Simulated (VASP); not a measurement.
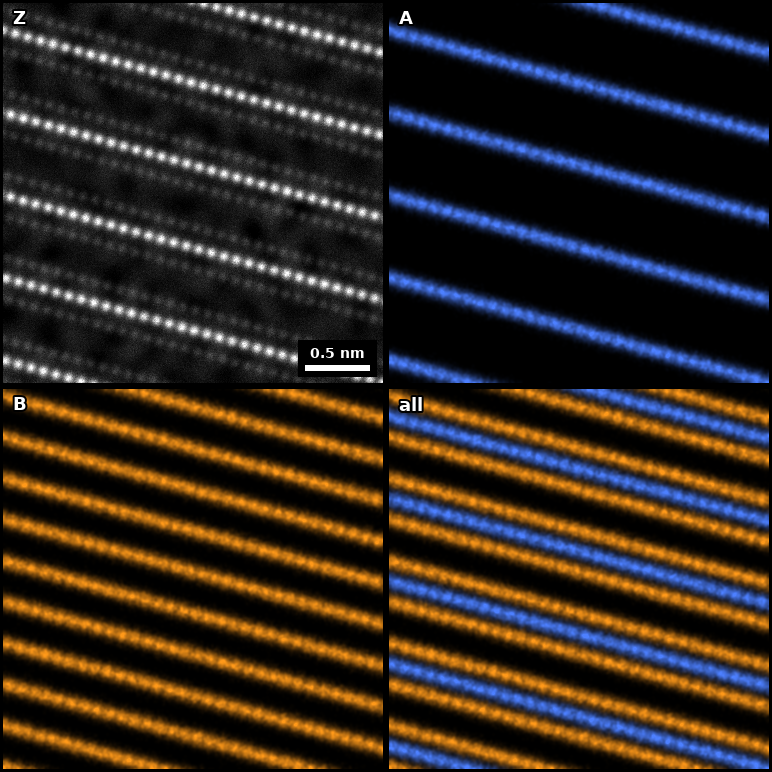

MoS2 (P6_3/mmc, No. 194) along [310]. Panel Z: Simulated incoherent Z contrast: every atom adds Z^1.7 spread by a probe of 0.63 Å full width; channelling and multiple scattering are left out. The probe carries 25 % of its weight in a tail 2.5 times as wide. Shot noise and the speckle of an amorphous layer were added. The other panels are simulated element maps (the number of atoms of one element along the beam, blurred by 0.9 Å, with counting noise; each on its own scale, no channelling); the last overlays them. Structure used: coordinates from a relaxation with VASP, VASP Kohn-Sham DFT of a periodic cell, PBEsol, VASP PAW PBE potentials, recommended.

```yaml
crystal:
  lattice:
    - [3.14216, 0.00000, 0.00000]
    - [-1.57108, 2.72119, 0.00000]
    - [0.00000, 0.00000, 12.54486]
  atoms:
    - { symbol: Mo, position: [0.66667, 0.33333, 0.75000] }
    - { symbol: Mo, position: [0.33333, 0.66667, 0.25000] }
    - { symbol: S, position: [0.66667, 0.33333, 0.37422] }
    - { symbol: S, position: [0.33333, 0.66667, 0.87422] }
    - { symbol: S, position: [0.66667, 0.33333, 0.12578] }
    - { symbol: S, position: [0.33333, 0.66667, 0.62578] }
```

> Which element does each lettered map show?

A: Mo, B: S. The projected cell (1.03 × 12.54 Å, 90°) holds 6 columns: 4 of S and 2 of Mo. No column is shared by two of the mapped elements.
